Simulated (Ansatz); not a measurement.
# Σ5 (310) boundary in bcc Mo with C (interstitial): structure and resistance

Aim: the relaxed structure and the specific resistance of the Σ5 (310) boundary in bcc Mo with C (interstitial).

Main program and level: Ansatz 0.2.0; Ansatz plane-wave DFT, PBE, PAW files; relaxation of a bicrystal slab with its lowest layers held; PAW set soft_1, in the first sound run; inputs show where later runs differ.

### 1. Starting point

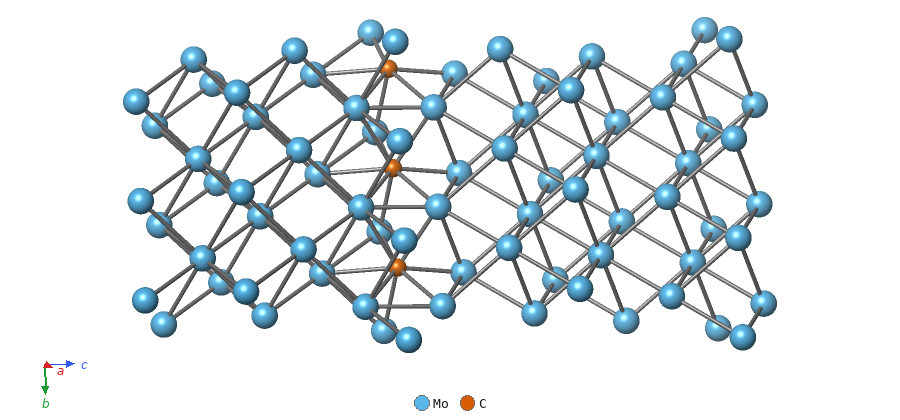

The cell as given, from the side, with the c axis across the page (molybdenum blue, carbon orange). 1×3×1 cells are drawn. Some periodic images of atoms are drawn too.

The cell holds 21 atoms: 20 Mo and 1 C. Its edges and angles: a = 5.219 Å, b = 3.147 Å, c = 30.308 Å, α = 90.0°, β = 90.0°, γ = 72.5°. It derives from Mo. built on the (3 1 0) plane; 1 overlapping atoms removed and the grains opened by 0.4 Å. Vacuum lies along c.

### 2. Relaxing the bicrystal

The boundary is built by mirroring the lower grain in the boundary plane and removing any atoms that overlap; then the C is put in at the boundary. A thin bicrystal slab is relaxed first, with the lowest layers held and the upper grain free to shift and open.

Input file input.yaml:

```yaml
crystal:
  lattice:
    - [5.2187091076, 0.0, 0.0]
    - [0.9488562014, 3.0005467684, 0.0]
    - [0.0, 0.0, 30.3082068143]
  atoms:
    - { symbol: Mo, position: [0.7999999999, 0.6000000001, 0.1649718187] }
    - { symbol: Mo, position: [0.1999999999, 0.9, 0.1978067794] }
    - { symbol: Mo, position: [0.5999999999, 0.2, 0.2306417401] }
    - { symbol: Mo, position: [1.0, 0.5, 0.2634767008] }
    - { symbol: Mo, position: [0.4, 0.8, 0.2963116615] }
    - { symbol: Mo, position: [0.8, 0.1, 0.3291466222] }
    - { symbol: Mo, position: [0.2, 0.4, 0.3619815829] }
    - { symbol: Mo, position: [0.6, 0.7, 0.3948165436] }
    - { symbol: Mo, position: [0.0, 0.0, 0.4276515043] }
    - { symbol: C, position: [0.3333333333, 0.3333333333, 0.4359000953] }
    - { symbol: Mo, position: [0.6, 0.7, 0.4736842105] }
    - { symbol: Mo, position: [0.2, 0.4, 0.5065191712] }
    - { symbol: Mo, position: [0.8, 0.1, 0.5393541319] }
    - { symbol: Mo, position: [0.4, 0.8, 0.5721890926] }
    - { symbol: Mo, position: [1.0, 0.5, 0.6050240533] }
    - { symbol: Mo, position: [0.5999999999, 0.2, 0.637859014] }
    - { symbol: Mo, position: [0.1999999999, 0.9, 0.6706939747] }
    - { symbol: Mo, position: [0.7999999999, 0.6000000001, 0.7035289354] }
    - { symbol: Mo, position: [0.3999999999, 0.3000000001, 0.7363638961] }
    - { symbol: Mo, position: [0.9999999999, 1.0e-10, 0.7691988568] }
    - { symbol: Mo, position: [0.5999999999, 0.7000000001, 0.8020338175] }
kpoints:
  mp_grid: { grid: [8, 8, 1] }
hamiltonian:
  xc: pbe
  pseudopotentials: { kind: paw, azcp: { folder: soft_1 } }
scf:
  occupations: { method: fermi_dirac, width: 0.1 }
relax:
  f_tol: 0.03
  max_steps: 80
  constraints: [{ sites: [0, 1, 2, 3] }]
```

Started as:

```bash
> ansatz run input.yaml --threads 4 --pin off --max-ram 15360MiB --backend cpu --events-out ev --progress --plain --runs-dir out
```

Numbers of over 12 decimals in the logs are rounded to 6 here.

The log of the run:

```text
Engine: ansatz 0.2.0, aarch64-unknown-linux-gnu
Pseudopotentials: kind: paw
Pseudopotential: Mo, paw, valence charge 14, recommended cutoff 420 eV (normal), soft_1/Mo.paw.azcp
Pseudopotential: C, paw, valence charge 4, recommended cutoff 420 eV (normal), soft_1/C.paw.azcp
Functional definition: PBE
  parameter kappa = 0.804
  parameter beta = 0.066725
  exchange = pbe_x(kappa = kappa, mu = beta*pi^2/3)
  correlation = pbe_c(beta = beta)
Crystal: 21 atoms, lattice volume = 474.596 Å³
Basis set: ecut = 420 eV, 9333 PW (Γ), exchange–correlation on 72×48×432 points (8 copies of the dense FFT grid, shifted against one another)
Bands: 171, of which v1, the nominal top of the filled ones, is band 142 counted from 1 (141 counted from 0)
Symmetry: 2 space group operations
Space group: Cm (ITA 8), of the structure as read, at distance tolerance 7.8e-5 Å
k-points: 21 of 64 (time reversal used)
Non-local potential: Mo, projectors of the file, l = 0: 3, l = 1: 2, l = 2: 2, l = 3: 1
Non-local potential: C, projectors of the file, l = 0: 2, l = 1: 2, l = 2: 1
PAW form: soft (Blöchl's): semilocal exchange-correlation on the pseudo side does not see the compensation charge
PAW one-centre angular grid: Mo, 590 points (default); XC on 64 Gauss nodes
PAW one-centre angular grid: C, 110 points (default); XC on 64 Gauss nodes
Initial density: superposition of atomic densities (neutral atoms: chi_scale 0, normalization atom)
Initial wavefunctions: pseudopotential atomic-orbital guess
Functional: x = pbe(κ = 0.804, μ = 0.219515), c = pbe(β = 0.066725)
SCF iter   1: F=—  HF=-99382.444807 eV  |F-HF|=—  |Δ(HF+E_count)|=         —  Δρ=9.52e-2  dr2=2.55e2  ethr=3.10e-3  ⟨swp⟩=8.1  Hψ=15857  notcnv=0
preconditioner: auto → LDOS  [metal: Δε(μ)=0.010 eV  Ē_g=4.805 eV  σ=0.100 eV  W_gap=0.03  n_scr=118 (ndim 8)  ℏωp=19.0 eV  f_vac=0.276  D(μ)=14.55/eV (n_scr^D=104)  β→1.0]
SCF iter   2: F=—  HF=-99374.881716 eV  |F-HF|=—  |Δ(HF+E_count)|=    7.56e0  Δρ=7.85e-2  dr2=3.15e2  ethr=3.10e-3  ⟨swp⟩=5.1  Hψ=10109  notcnv=0  defer=1
SCF iter   3: F=—  HF=-99364.650543 eV  |F-HF|=—  |Δ(HF+E_count)|=    1.02e1  Δρ=1.41e-2  dr2=5.09e0  ethr=3.10e-3  ⟨swp⟩=4.3  Hψ=9038  notcnv=0  defer=2
SCF iter   4: F=—  HF=-99364.411387 eV  |F-HF|=—  |Δ(HF+E_count)|=   2.39e-1  Δρ=4.45e-3  dr2=1.61e-1  ethr=1.79e-3  ⟨swp⟩=2.6  Hψ=5347  notcnv=0  defer=1
SCF iter   5: F=—  HF=-99364.379303 eV  |F-HF|=—  |Δ(HF+E_count)|=   3.21e-2  Δρ=1.53e-3  dr2=7.38e-2  ethr=5.68e-5  ⟨swp⟩=3.5  Hψ=7954  notcnv=0
SCF iter   6: F=—  HF=-99364.377529 eV  |F-HF|=—  |Δ(HF+E_count)|=   1.77e-3  Δρ=6.53e-4  dr2=1.54e-2  ethr=2.60e-5  ⟨swp⟩=2.1  Hψ=4569  notcnv=0
SCF iter   7: F=—  HF=-99364.378532 eV  |F-HF|=—  |Δ(HF+E_count)|=   1.00e-3  Δρ=1.71e-4  dr2=3.05e-4  ethr=5.43e-6  ⟨swp⟩=1.7  Hψ=3985  notcnv=0
SCF iter   8: F=—  HF=-99364.378570 eV  |F-HF|=—  |Δ(HF+E_count)|=   3.79e-5  Δρ=7.60e-5  dr2=2.33e-4  ethr=1.07e-7  ⟨swp⟩=3.2  Hψ=7530  notcnv=0
SCF iter   9: F=-99364.378568 eV  HF=-99364.378573 eV  |F-HF|=4.68e-6  |Δ(HF+E_count)|=   2.86e-6  Δρ=2.68e-5  dr2=1.09e-5  ethr=7.92e-9  ⟨swp⟩=4.1  Hψ=13766  notcnv=0
SCF 1 converged in 9 iterations: F = -99364.378568 eV  dr2 = 1.09e-5
  greatest PAW one-centre occupation: 0.999 electrons in one spin orbital (limit 2), on the Mo atom at site 13 (counted from 0), in its partial waves of l = 0
relax step   1: F+E_penalty+E_count = -99364.37856826 eV  Δ(F+E_penalty+E_count) = +0.000e0 eV  max|allowed force component| = 1.822e0 eV/Å  Δτ_max = 0.0000 Å  (9 SCF iters, dr2 threshold 2.25e-5 eV, accepted)
Initial density: handed on by an earlier stage of this run
Initial wavefunctions: those handed on with the density
iter 1 solved again at ethr=9.13e-4 eV; its pass at ethr=3.10e-3 eV (dr2=2.59e0 eV) is discarded
SCF iter   1: F=—  HF=-99365.163869 eV  |F-HF|=—  |Δ(HF+E_count)|=         —  Δρ=1.28e-2  dr2=2.75e0  ethr=9.13e-4  ⟨swp⟩=1.4  Hψ=11887  notcnv=0
eigensolver tolerance schedule calibrated: the retry pair's looser diagonalisation under-reported the residual by θ = 0.06 (0.11/decade); ethr = c·dr2/N_el runs at the constant in force after the calibration composes with the one it found (an armed cap, an earlier calibration), c = 8.4e-2
preconditioner: auto → LDOS  [metal: Δε(μ)=0.014 eV  Ē_g=4.209 eV  σ=0.100 eV  W_gap=0.03  n_scr=118 (ndim 8)  ℏωp=19.0 eV  f_vac=0.283  D(μ)=16.38/eV (n_scr^D=118)  β→1.0]
SCF iter   2: F=—  HF=-99365.095719 eV  |F-HF|=—  |Δ(HF+E_count)|=   6.82e-2  Δρ=5.59e-3  dr2=3.30e-1  ethr=8.15e-4  ⟨swp⟩=4.2  Hψ=6418  notcnv=0
SCF iter   3: F=—  HF=-99365.054776 eV  |F-HF|=—  |Δ(HF+E_count)|=   4.09e-2  Δρ=2.24e-3  dr2=5.78e-2  ethr=9.76e-5  ⟨swp⟩=3.3  Hψ=7862  notcnv=0
SCF iter   4: F=—  HF=-99365.045857 eV  |F-HF|=—  |Δ(HF+E_count)|=   8.92e-3  Δρ=4.35e-4  dr2=1.78e-3  ethr=1.71e-5  ⟨swp⟩=2.5  Hψ=5513  notcnv=0
SCF iter   5: F=—  HF=-99365.045711 eV  |F-HF|=—  |Δ(HF+E_count)|=   1.46e-4  Δρ=1.19e-4  dr2=1.50e-4  ethr=5.27e-7  ⟨swp⟩=3.0  Hψ=6598  notcnv=0
SCF iter   6: F=-99365.045765 eV  HF=-99365.045766 eV  |F-HF|=6.06e-7  |Δ(HF+E_count)|=   5.47e-5  Δρ=4.74e-5  dr2=2.02e-5  ethr=2.96e-8  ⟨swp⟩=2.9  Hψ=14580  notcnv=0
SCF 2 converged in 6 iterations: F = -99365.045765 eV  dr2 = 2.02e-5
  greatest PAW one-centre occupation: 0.999 electrons in one spin orbital (limit 2), on the Mo atom at site 2 (counted from 0), in its partial waves of l = 0
relax step   2: F+E_penalty+E_count = -99365.04576492 eV  Δ(F+E_penalty+E_count) = -6.672e-1 eV  max|allowed force component| = 6.689e-1 eV/Å  Δτ_max = 0.1949 Å  (6 SCF iters, dr2 threshold 1.00e-4 eV, accepted)
iter 1 solved again at ethr=9.10e-4 eV; its pass at ethr=3.10e-3 eV (dr2=2.59e0 eV) is discarded
SCF iter   1: F=—  HF=-99365.277562 eV  |F-HF|=—  |Δ(HF+E_count)|=         —  Δρ=1.29e-2  dr2=2.61e0  ethr=9.10e-4  ⟨swp⟩=1.5  Hψ=11951  notcnv=0
preconditioner: auto → LDOS  [metal: Δε(μ)=0.031 eV  Ē_g=4.195 eV  σ=0.100 eV  W_gap=0.08  n_scr=118 (ndim 8)  ℏωp=19.0 eV  f_vac=0.280  D(μ)=16.27/eV (n_scr^D=118)  β→1.0]
SCF iter   2: F=—  HF=-99365.206511 eV  |F-HF|=—  |Δ(HF+E_count)|=   7.11e-2  Δρ=5.28e-3  dr2=3.29e-1  ethr=9.10e-4  ⟨swp⟩=3.9  Hψ=5738  notcnv=0  defer=1
SCF iter   3: F=—  HF=-99365.168947 eV  |F-HF|=—  |Δ(HF+E_count)|=   3.76e-2  Δρ=2.75e-3  dr2=7.47e-2  ethr=1.16e-4  ⟨swp⟩=2.7  Hψ=7062  notcnv=0
SCF iter   4: F=—  HF=-99365.156302 eV  |F-HF|=—  |Δ(HF+E_count)|=   1.26e-2  Δρ=7.10e-4  dr2=3.04e-3  ethr=2.63e-5  ⟨swp⟩=2.8  Hψ=6080  notcnv=0
SCF iter   5: F=—  HF=-99365.155990 eV  |F-HF|=—  |Δ(HF+E_count)|=   3.12e-4  Δρ=1.60e-4  dr2=1.64e-4  ethr=1.07e-6  ⟨swp⟩=2.6  Hψ=6583  notcnv=0
SCF iter   6: F=-99365.155944 eV  HF=-99365.155957 eV  |F-HF|=1.32e-5  |Δ(HF+E_count)|=   3.23e-5  Δρ=4.39e-5  dr2=2.00e-5  ethr=9.85e-9  ⟨swp⟩=3.4  Hψ=14946  notcnv=0
SCF 3 converged in 6 iterations: F = -99365.155944 eV  dr2 = 2.00e-5
  greatest PAW one-centre occupation: 0.999 electrons in one spin orbital (limit 2), on the Mo atom at site 14 (counted from 0), in its partial waves of l = 0
relax step   3: F+E_penalty+E_count = -99365.15594418 eV  Δ(F+E_penalty+E_count) = -1.102e-1 eV  max|allowed force component| = 2.228e-1 eV/Å  Δτ_max = 0.1388 Å  (6 SCF iters, dr2 threshold 2.80e-5 eV, accepted)
[...]
relax step   4: F+E_penalty+E_count = -99365.17022429 eV  Δ(F+E_penalty+E_count) = -1.428e-2 eV  max|allowed force component| = 1.404e-1 eV/Å  Δτ_max = 0.0599 Å  (6 SCF iters, dr2 threshold 5.51e-6 eV, accepted)
[...]
relax step   5: F+E_penalty+E_count = -99365.17442695 eV  Δ(F+E_penalty+E_count) = -4.203e-3 eV  max|allowed force component| = 8.773e-2 eV/Å  Δτ_max = 0.0271 Å  (6 SCF iters, dr2 threshold 2.19e-6 eV, accepted)
[...]
relax step   6: F+E_penalty+E_count = -99365.17529557 eV  Δ(F+E_penalty+E_count) = -8.686e-4 eV  max|allowed force component| = 2.365e-2 eV/Å  Δτ_max = 0.0151 Å  (5 SCF iters, dr2 threshold 3.01e-6 eV, accepted)
iter 1 solved again at ethr=2.30e-10 eV; its pass at ethr=3.10e-3 eV (dr2=6.54e-7 eV) is discarded
SCF iter   1: F=—  HF=-99365.175286 eV  |F-HF|=—  |Δ(HF+E_count)|=         —  Δρ=9.71e-6  dr2=6.53e-7  ethr=2.30e-10  ⟨swp⟩=2.1  Hψ=8741  notcnv=0
preconditioner: auto → LDOS  [metal: Δε(μ)=0.017 eV  Ē_g=4.184 eV  σ=0.100 eV  W_gap=0.04  n_scr=118 (ndim 8)  ℏωp=19.0 eV  f_vac=0.279  D(μ)=16.13/eV (n_scr^D=116)  β→1.0]
SCF iter   2: F=—  HF=-99365.175296 eV  |F-HF|=—  |Δ(HF+E_count)|=   1.02e-5  Δρ=6.65e-6  dr2=4.14e-7  ethr=2.30e-10  ⟨swp⟩=3.0  Hψ=6772  notcnv=0
SCF iter   3: F=—  HF=-99365.175296 eV  |F-HF|=—  |Δ(HF+E_count)|=   6.00e-9  Δρ=3.35e-6  dr2=1.23e-7  ethr=1.46e-10  ⟨swp⟩=2.4  Hψ=6086  notcnv=0
SCF iter   4: F=-99365.175296 eV  HF=-99365.175296 eV  |F-HF|=1.93e-8  |Δ(HF+E_count)|=   5.24e-9  Δρ=1.74e-6  dr2=2.50e-8  ethr=3.52e-11  ⟨swp⟩=5.0  Hψ=11465  notcnv=0
SCF 7 converged in 4 iterations: F = -99365.175296 eV  dr2 = 2.50e-8
relax step   7: F+E_penalty+E_count = -99365.17529587 eV  Δ(F+E_penalty+E_count) = -3.019e-7 eV  max|allowed force component| = 2.337e-2 eV/Å  Δτ_max = 0.0000 Å  (4 SCF iters, accepted)
SCF converged after 4 iterations
Free energy (F): -99365.175296 eV
Harris-Foulkes:  -99365.175296 eV  (|F-HF|=1.93e-8)
Internal energy: -99364.638038 eV  (E = F + TS)
E sigma→0 (E₀):  -99364.906667 eV
Entropy (-TS):   -0.537258 eV (-25.584 meV/atom)
Fermi energy:    12.816955 eV
--- Per-component energies (eV) ---
  E_band       = -3376.246863
  E_kinetic    = 8513.074487
  E_local      = -262264.638652  (includes V_loc(G=0)·N_el)
  E_nonlocal   = 2992.668262
  E_hartree    = 127512.986770
  E_xc         = -3562.584347
  E_vxc        = -4439.991899  (∫ρ·V_xc dr)
  E_paw        = -64336.716297  (= ΣΔE_a)
  E_vpaw       = -3203.326179  (= ΣTr[D̂ρ^β])
  E_aug_tail   = 0.000989  (compensation charges beyond the density's cutoff)
  E_ewald      = 91780.570751
  E_smearing   = -0.537258  (= −TS)
  E_closure    = -0.000000  (closes the sum)
  Σ components = -99365.175296   (vs F -99365.175296, Δ=0.00e0)
--- Forces (eV/Å), atoms counted from 1 ---
  atom   1  Mo     0.33112971    -0.10471241     1.78540792
  atom   2  Mo    -0.48661478     0.15388110    -0.40800238
  atom   3  Mo     0.09408237    -0.02975146    -1.00639288
  atom   4  Mo     0.05837383    -0.01845942    -0.37390141
  atom   5  Mo     0.00154246    -0.00048777     0.00210782
  atom   6  Mo     0.00445539    -0.00140892    -0.00418852
  atom   7  Mo     0.00952765    -0.00301291     0.00843069
  atom   8  Mo    -0.00805433     0.00254700    -0.00065242
  atom   9  Mo     0.00126415    -0.00039976    -0.00463191
  atom  10  C      0.00096182    -0.00030416    -0.00444448
  atom  11  Mo     0.00637825    -0.00201698     0.00056608
  atom  12  Mo    -0.00885696     0.00280082     0.00900128
  atom  13  Mo    -0.00067910     0.00021475    -0.00390511
  atom  14  Mo    -0.00804220     0.00254317     0.00482173
  atom  15  Mo    -0.00255815     0.00080896     0.00206844
  atom  16  Mo     0.00136511    -0.00043169    -0.00143433
  atom  17  Mo     0.00295444    -0.00093428    -0.00491089
  atom  18  Mo    -0.00442660     0.00139981     0.00802435
  atom  19  Mo     0.00470556    -0.00148803     0.00326756
  atom  20  Mo    -0.00107119     0.00033874     0.01212619
  atom  21  Mo     0.00362752    -0.00114712    -0.02336644
  max |Σ_I F_I| component: 6.49e-5 eV/Å
--- Relaxed structure (7 steps of the walk, 7 accepted, 0 SCFs on fresh bases) ---
  F+E_penalty+E_count = -99365.17529587 eV   max|allowed force component| = 2.337e-2 eV/Å
  atoms:
    - { symbol: Mo, position: [0.7999999999, 0.600000, 0.1649718187] }
    - { symbol: Mo, position: [0.1999999999, 0.900000, 0.1978067794] }
    - { symbol: Mo, position: [0.5999999999, 0.200000, 0.2306417401] }
    - { symbol: Mo, position: [1.0, 0.5, 0.2634767008] }
    - { symbol: Mo, position: [0.400229, 0.799885, 0.296209] }
    - { symbol: Mo, position: [0.799160, 0.100420, 0.329639] }
    - { symbol: Mo, position: [0.187882, 0.406059, 0.362769] }
    - { symbol: Mo, position: [0.590305, 0.704847, 0.394026] }
    - { symbol: Mo, position: [0.034796, -0.017398, 0.436062] }
    - { symbol: C, position: [0.353085, 0.323457, 0.435963] }
    - { symbol: Mo, position: [0.588553, 0.705723, 0.477917] }
    - { symbol: Mo, position: [0.186943, 0.406529, 0.509092] }
    - { symbol: Mo, position: [0.797143, 0.101428, 0.542414] }
    - { symbol: Mo, position: [0.395899, 0.802050, 0.575791] }
    - { symbol: Mo, position: [0.997472, 0.501264, 0.608500] }
    - { symbol: Mo, position: [0.598734, 0.200633, 0.641405] }
    - { symbol: Mo, position: [0.200867, 0.899566, 0.674926] }
    - { symbol: Mo, position: [0.799925, 0.600037, 0.707330] }
    - { symbol: Mo, position: [0.396327, 0.301837, 0.741767] }
    - { symbol: Mo, position: [0.987222, 0.00638898, 0.773964] }
    - { symbol: Mo, position: [0.612494, 0.693753, 0.800152] }
```

The job ended after 6.5 min (4 threads of Arm Neoverse V1, shared host; peak memory 2.4 GiB).

The steps of the relaxation:

```
step  energy less that of the first step (eV)  largest force component (eV/Å)
   1                                   0.0000                          1.8219
   2                                  -0.6672                          0.6689
   3                                  -0.7774                          0.2228
   4                                  -0.7917                          0.1404
   5                                  -0.7959                          0.0877
   6                                  -0.7967                          0.0236
   7                                  -0.7967                          0.0234
```

Forces are held to the 2 operations that the run works with; a distortion that breaks them can't arise in this run.

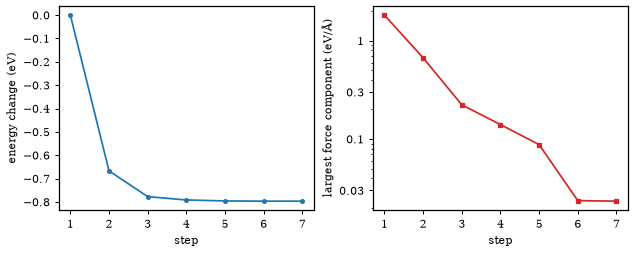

Energy and largest force along the relaxation.

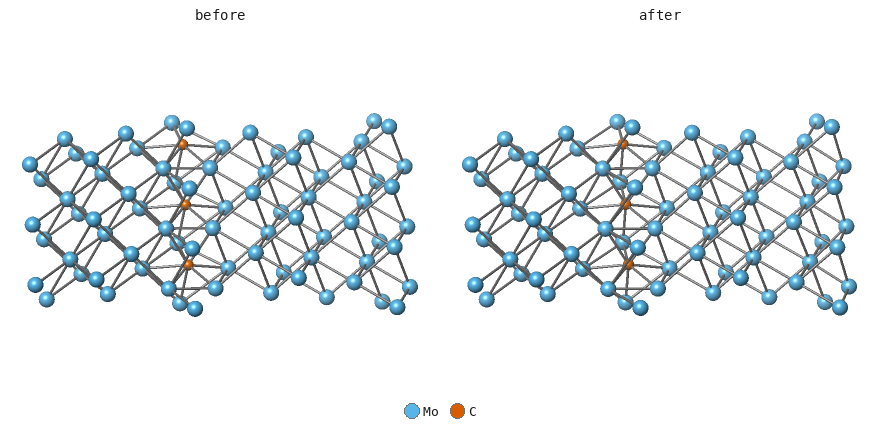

Before and after, at one scale.

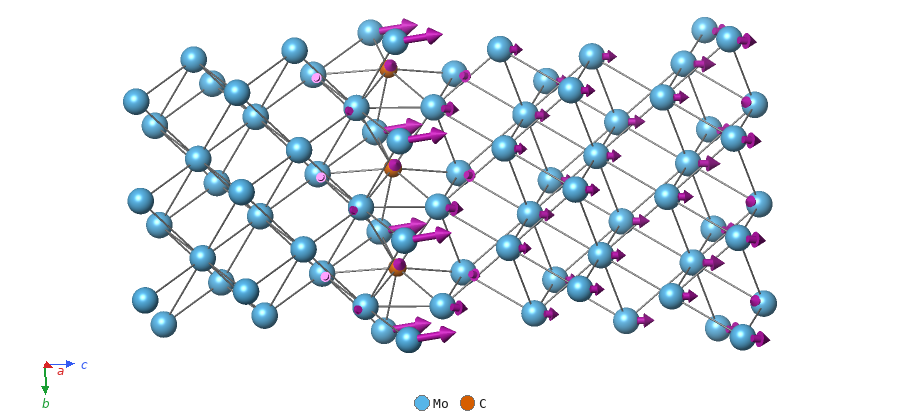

Displacements in the relaxation, exaggerated; the longest in the cell stands for 0.31 Å. 1×3×1 cells are drawn. Some periodic images of atoms are drawn too.

The atoms that moved most (Å):

```
atom      dx      dy     dz  length
 Mo9   0.165  -0.052  0.255   0.308
Mo19  -0.017   0.006  0.164   0.165
Mo20  -0.061   0.019  0.144   0.158
Mo11  -0.054   0.017  0.128   0.140
Mo17   0.004  -0.001  0.128   0.128
Mo18   0.000   0.000  0.115   0.115
Mo14  -0.019   0.006  0.109   0.111
Mo16  -0.006   0.002  0.107   0.108
```

Numbers from this step:

```
free energy             : -99365.1753 eV
energy at zero smearing : -99364.9067 eV
Fermi energy            : 12.82 eV
```

The largest force component on a free atom ends at 0.023 eV/Å, under the tolerance of 0.03, after 7 steps.

(Continued in part 2 of 2.)

[Logs are printed without paths, hosts, clocks, repeated set-up lines and the standing remarks that a program may print on its own settings, such as how far it seeks lower states.]

[Hosts, paths, dates, database ids (printed as entryN), source tags and the programs' standing remarks are cut or masked in the printed files.]
